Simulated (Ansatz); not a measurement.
**What a change does: single-point calculation on Ga₂O₃**

System: Ga₂O₃ (C2/m, 10 atoms in the cell).
Method of run 1: DFT, PBE, plane waves, PAW, no spin polarisation (Ansatz 0.2.0).

The structure derives from a Materials Project entry. Text and figures count atoms from 1; the logs count them from 0 in places.

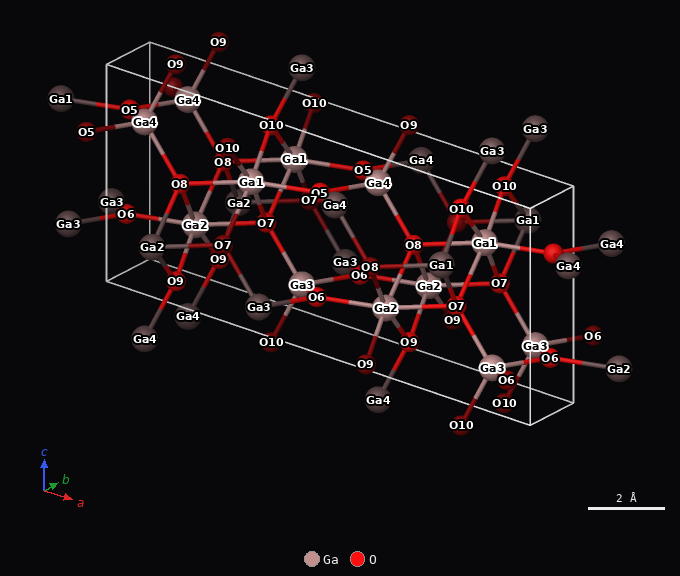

The structure (ball-and-stick view of the cell 2 times as large as that of the calculation, set on its symmetry axes, seen slightly off an axis; neighbours outside the cell are drawn fainter; atoms are numbered from 1 in the order of the input).

## The input, run 1
```yaml
crystal:
  lattice:
    - [6.2270640138, -1.5416333701, 0.0062293264]
    - [6.2270640138, 1.5416333701, 0.0062293264]
    - [-1.397971149, 0.0, 5.7089228514]
  atoms:
    - { symbol: Ga, position: [0.3414968574, 0.3414968574, 0.6858235542] }
    - { symbol: Ga, position: [0.6585031426, 0.6585031426, 0.3141764458] }
    - { symbol: Ga, position: [0.9100739588, 0.9100739588, 0.2052722589] }
    - { symbol: Ga, position: [0.0899260412, 0.0899260412, 0.7947277411] }
    - { symbol: O, position: [0.5039749256, 0.5039749256, 0.743311173] }
    - { symbol: O, position: [0.4960250744, 0.4960250744, 0.256688827] }
    - { symbol: O, position: [0.8263039782, 0.8263039782, 0.4356635088] }
    - { symbol: O, position: [0.1736960218, 0.1736960218, 0.5643364912] }
    - { symbol: O, position: [0.1635085073, 0.1635085073, 0.1092008536] }
    - { symbol: O, position: [0.8364914927, 0.8364914927, 0.8907991464] }
basis:
  ecutwfc: 420
kpoints:
  mp_grid: { grid: [12, 12, 6] }
hamiltonian:
  xc: pbe
scf:
  occupations: { method: gaussian, width: 0.02 }
  algorithm: density_mixing
  n_extra_bands: 4
output:
  forces: true
  eigenvalues: true
  stress: true
```

Launched with:
```bash
ansatz run input.yaml --threads 8 --pin off --max-ram 16384MiB --backend cpu --events-out ev --progress --plain --runs-dir out
```

Hardware: 8 threads of Arm Neoverse V1, 24 GiB of memory available, shared host.

## Output, shortened to warnings, some set-up lines, iterations and results (run 1)
```
Basis set: ecut = 420 eV, 2141 PW (Γ), FFT grids on a1−a2, a2, a3, exchange–correlation on 48×90×80 points (8 copies of the dense FFT grid, shifted against one another)
Symmetry: 4 space group operations
k-points: 242 of 864
Initial density: superposition of atomic densities (neutral atoms: chi_scale 0, normalization atom), corrected by the library's trained network
[...]
SCF iter   1: F=—  HF=-18540.117351 eV  |F-HF|=—  |Δ(HF+E_count)|=         —  Δρ=1.12e-3  dr2=4.70e-4  ethr=1.77e-3  ⟨swp⟩=6.2  Hψ=42613  notcnv=0
SCF iter   2: F=—  HF=-18540.118526 eV  |F-HF|=—  |Δ(HF+E_count)|=   1.17e-3  Δρ=6.10e-4  dr2=1.68e-4  ethr=5.35e-7  ⟨swp⟩=2.7  Hψ=25617  notcnv=0
SCF iter   3: F=—  HF=-18540.118967 eV  |F-HF|=—  |Δ(HF+E_count)|=   4.42e-4  Δρ=2.34e-4  dr2=4.40e-5  ethr=1.91e-7  ⟨swp⟩=2.0  Hψ=22263  notcnv=0
SCF iter   4: F=—  HF=-18540.119096 eV  |F-HF|=—  |Δ(HF+E_count)|=   1.29e-4  Δρ=6.49e-5  dr2=4.41e-6  ethr=5.00e-8  ⟨swp⟩=2.0  Hψ=22023  notcnv=0
SCF iter   5: F=—  HF=-18540.119099 eV  |F-HF|=—  |Δ(HF+E_count)|=   2.88e-6  Δρ=3.41e-5  dr2=1.29e-6  ethr=5.01e-9  ⟨swp⟩=2.0  Hψ=18922  notcnv=0
SCF iter   6: F=—  HF=-18540.119100 eV  |F-HF|=—  |Δ(HF+E_count)|=   1.95e-7  Δρ=1.74e-5  dr2=2.85e-7  ethr=1.46e-9  ⟨swp⟩=2.0  Hψ=22097  notcnv=0
SCF iter   7: F=-18540.119100 eV  HF=-18540.119100 eV  |F-HF|=8.69e-9  |Δ(HF+E_count)|=   4.88e-8  Δρ=4.58e-6  dr2=1.98e-8  ethr=1.14e-10  ⟨swp⟩=4.2  Hψ=43910  notcnv=0
SCF 1 converged in 7 iterations: F = -18540.119100 eV  dr2 = 1.98e-8
SCF converged after 7 iterations
Free energy (F): -18540.119100 eV
Harris-Foulkes:  -18540.119100 eV  (|F-HF|=8.69e-9)
Internal energy: -18540.119100 eV  (E = F + TS)
E sigma→0 (E₀):  -18540.119100 eV
Fermi energy:    8.565519 eV
--- Per-component energies (eV) ---
  E_band       = -146.303451
  E_kinetic    = 1514.179247
  E_local      = -9271.187435  (includes V_loc(G=0)·N_el)
  E_nonlocal   = 2020.199606
  E_hartree    = 4150.793018
  E_xc         = -710.599258
  E_vxc        = -787.668175  (∫ρ·V_xc dr)
  E_paw        = -8942.040625  (= ΣΔE_a)
  E_vpaw       = -1923.426524  (= ΣTr[D̂ρ^β])
  E_aug_tail   = 0.014300  (compensation charges beyond the density's cutoff)
  E_ewald      = -7301.477953
  E_smearing   = -0.000000  (= −TS)
  E_closure    = -0.000000  (closes the sum)
  Σ components = -18540.119100   (vs F -18540.119100, Δ=0.00e0)
--- Forces (eV/Å), atoms counted from 1 ---
  atom   1  Ga     0.00081497     0.00000000     0.00096693
  atom   2  Ga    -0.00081497     0.00000000    -0.00096693
  atom   3  Ga     0.00149194     0.00000000     0.00016493
  atom   4  Ga    -0.00149194     0.00000000    -0.00016493
  atom   5  O      0.00073658     0.00000000     0.00004953
  atom   6  O     -0.00073658     0.00000000    -0.00004953
  atom   7  O     -0.00040253     0.00000000    -0.00039791
  atom   8  O      0.00040253     0.00000000     0.00039791
  atom   9  O      0.00032764     0.00000000     0.00014264
  atom  10  O     -0.00032764     0.00000000    -0.00014264
  max |Σ_I F_I| component: 5.42e-20 eV/Å
--- Stress (GPa, compression-positive) ---
        0.024422       0.000000      -0.000417
        0.000000       0.023706       0.000000
       -0.000420       0.000000       0.015974
  P = ⅓ Tr σ = 0.0214 GPa (0.214 kbar)
```

For run 2 the input was changed thus:
```diff
+  xc_grid: 2
-  mp_grid: { grid: [12, 12, 6] }
+  mp_grid: { grid: [8, 8, 4] }
+  band_path: { path: [VBM, CBM], npoints: 2 }
-  algorithm: density_mixing
-  n_extra_bands: 4
```

How does run 2 compare with run 1?

The free energy of run 2 is 0.03 meV per atom higher, the joint effect of these numerical settings, which can't be told apart here. The number of SCF iterations is the same. The irreducible k-points go from 242 to 78.

## Output, shortened to warnings, some set-up lines, iterations and results (run 2)
```
Basis set: ecut = 420 eV, 2141 PW (Γ), FFT grids on a1−a2, a2, a3, exchange–correlation on 48×90×80 points (8 copies of the dense FFT grid, shifted against one another)
Symmetry: 4 space group operations
k-points: 78 of 256
Initial density: superposition of atomic densities (neutral atoms: chi_scale 0, normalization atom), corrected by the library's trained network
[...]
SCF iter   1: F=—  HF=-18540.117029 eV  |F-HF|=—  |Δ(HF+E_count)|=         —  Δρ=1.12e-3  dr2=4.79e-4  ethr=1.77e-3  ⟨swp⟩=6.2  Hψ=15408  notcnv=0  defer=8
SCF iter   2: F=—  HF=-18540.118265 eV  |F-HF|=—  |Δ(HF+E_count)|=   1.24e-3  Δρ=6.02e-4  dr2=1.57e-4  ethr=5.44e-7  ⟨swp⟩=2.7  Hψ=8695  notcnv=0  defer=209
SCF iter   3: F=—  HF=-18540.118705 eV  |F-HF|=—  |Δ(HF+E_count)|=   4.40e-4  Δρ=2.15e-4  dr2=3.89e-5  ethr=1.78e-7  ⟨swp⟩=2.0  Hψ=7324  notcnv=0  defer=209
SCF iter   4: F=—  HF=-18540.118834 eV  |F-HF|=—  |Δ(HF+E_count)|=   1.30e-4  Δρ=6.16e-5  dr2=3.78e-6  ethr=4.42e-8  ⟨swp⟩=2.0  Hψ=7152  notcnv=0  defer=209
SCF iter   5: F=—  HF=-18540.118837 eV  |F-HF|=—  |Δ(HF+E_count)|=   2.29e-6  Δρ=2.62e-5  dr2=8.43e-7  ethr=4.30e-9  ⟨swp⟩=2.0  Hψ=5271  notcnv=0  defer=209
SCF iter   6: F=—  HF=-18540.118837 eV  |F-HF|=—  |Δ(HF+E_count)|=   4.82e-7  Δρ=1.66e-5  dr2=2.17e-7  ethr=9.59e-10  ⟨swp⟩=2.0  Hψ=7317  notcnv=0  defer=209
SCF iter   7: F=-18540.118837 eV  HF=-18540.118837 eV  |F-HF|=9.41e-9  |Δ(HF+E_count)|=   1.80e-9  Δρ=3.98e-6  dr2=1.12e-8  ethr=1.14e-10  ⟨swp⟩=8.9  Hψ=17410  notcnv=0
SCF 1 converged in 7 iterations: F = -18540.118837 eV  dr2 = 1.12e-8
NSCF: frozen V_eff on 68 k-points
NSCF: frozen V_eff on 68 k-points
NSCF: frozen V_eff on 68 k-points
NSCF: frozen V_eff on 68 k-points
NSCF: frozen V_eff on 68 k-points
NSCF: frozen V_eff on 53 k-points
NSCF: frozen V_eff on 5 k-points
NSCF: frozen V_eff on 27 k-points
NSCF: frozen V_eff on 19 k-points
NSCF: frozen V_eff on 14 k-points
NSCF: frozen V_eff on 19 k-points
NSCF: frozen V_eff on 20 k-points
NSCF: frozen V_eff on 4 k-points
NSCF: frozen V_eff on 3 k-points
SCF converged after 7 iterations
Free energy (F): -18540.118837 eV
Harris-Foulkes:  -18540.118837 eV  (|F-HF|=9.41e-9)
Internal energy: -18540.118837 eV  (E = F + TS)
E sigma→0 (E₀):  -18540.118837 eV
Fermi energy:    8.562727 eV
--- Per-component energies (eV) ---
  E_band       = -146.299409
  E_kinetic    = 1514.179736
  E_local      = -9271.191100  (includes V_loc(G=0)·N_el)
  E_nonlocal   = 2020.203088
  E_hartree    = 4150.796401
  E_xc         = -710.597809
  E_vxc        = -787.666459  (∫ρ·V_xc dr)
  E_paw        = -8942.045500  (= ΣΔE_a)
  E_vpaw       = -1923.433571  (= ΣTr[D̂ρ^β])
  E_aug_tail   = 0.014301  (compensation charges beyond the density's cutoff)
  E_ewald      = -7301.477953
  E_smearing   = -0.000000  (= −TS)
  E_closure    = 0.000000  (closes the sum)
  Σ components = -18540.118837   (vs F -18540.118837, Δ=0.00e0)
--- Forces (eV/Å), atoms counted from 1 ---
  atom   1  Ga     0.00082279     0.00000000     0.00096719
  atom   2  Ga    -0.00082279     0.00000000    -0.00096719
  atom   3  Ga     0.00153115     0.00000000     0.00014964
  atom   4  Ga    -0.00153115     0.00000000    -0.00014964
  atom   5  O      0.00083514     0.00000000     0.00012384
  atom   6  O     -0.00083514     0.00000000    -0.00012384
  atom   7  O     -0.00043204     0.00000000    -0.00056299
  atom   8  O      0.00043204     0.00000000     0.00056299
  atom   9  O      0.00027784     0.00000000    -0.00001607
  atom  10  O     -0.00027784     0.00000000     0.00001607
  max |Σ_I F_I| component: 1.08e-19 eV/Å
--- Stress (GPa, compression-positive) ---
        0.021544       0.000000      -0.000584
        0.000000       0.018762       0.000000
       -0.000587       0.000000       0.013701
  P = ⅓ Tr σ = 0.0180 GPa (0.180 kbar)
```

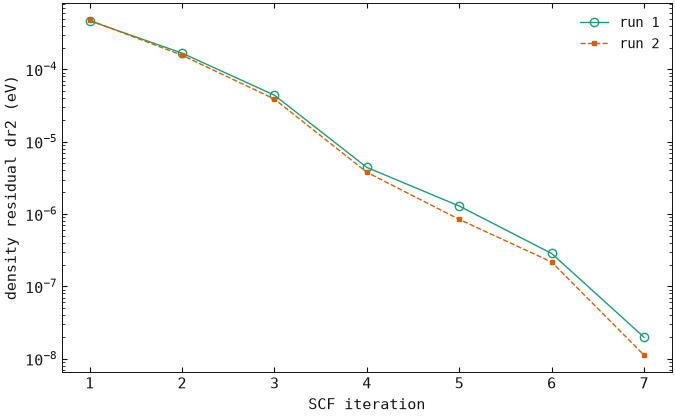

Convergence of the two runs: density residual dr2 against the SCF iteration. Run 1 takes 7 iterations in all, and run 2 takes 7.

## The two runs side by side

```tsv
quantity	run 1	run 2
outcome	converged	converged
free energy per atom (eV)	−1854.0119	−1854.0119
gap on the mesh (eV)	2.01	2.02
pressure (GPa)	0.02	0.02
largest force (eV/Å)	0.002	0.002
SCF iterations	7	7
irreducible k-points	242	78
plane waves at Γ	2141	2141
wall time (shared host)	10 s	14 s
```
